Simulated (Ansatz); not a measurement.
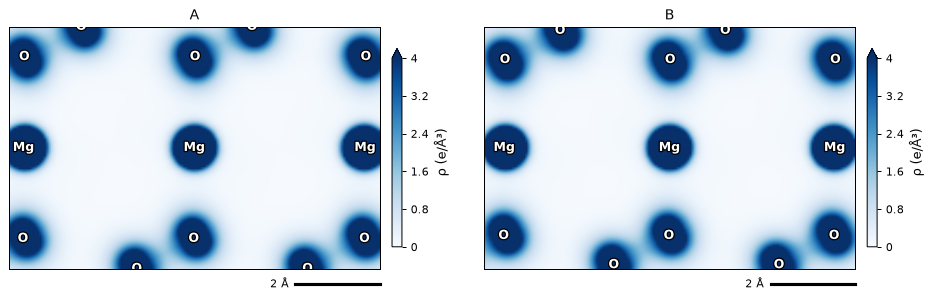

MgO₂. The valence charge density (pseudo) of two cells that differ in size, on the (011̄) plane of each (indices in the axes of the calculation cell), at one length scale and on one colour scale; one has 10.0 and the other 11.0 Å³ an atom.

These are results of Kohn-Sham DFT of a periodic cell, LDA, Ansatz PAW in Ansatz, not measurements.

The density is the valence pseudo-density of a PAW calculation; it isn't the true density close to the nuclei.

The larger cell:

```cif
data_structure
_symmetry_space_group_name_H-M 'P 1'
_symmetry_Int_Tables_number 1
_cell_length_a 4.0325
_cell_length_b 4.0325
_cell_length_c 4.0325
_cell_angle_alpha 47.878
_cell_angle_beta 47.878
_cell_angle_gamma 47.878
_cell_volume 33.04
loop_
_atom_site_label
_atom_site_type_symbol
_atom_site_fract_x
_atom_site_fract_y
_atom_site_fract_z
_atom_site_occupancy
Mg1 Mg 0.00000 0.00000 0.00000 1
O1 O 0.57121 0.57121 0.57121 1
O2 O 0.42879 0.42879 0.42879 1
```

The smaller cell: a = 3.901 Å, b = 3.901 Å, c = 3.901 Å, α = 47.88°, β = 47.88°, γ = 47.88°.

Q: Which panel shows the smaller cell, and what does the compression change?

A: Panel B is the smaller cell, by 9 % in volume. From the larger cell to the smaller, Mg–O goes from 2.15 to 2.08 Å, and the density at its midpoint from 0.31 to 0.36 e/Å³; O–O goes from 1.52 to 1.47 Å, and the density at its midpoint from 1.6 to 1.8 e/Å³; the pressure goes from −16 to −5 GPa; the Kohn–Sham gap goes from 1.8 eV to 2.4 eV.
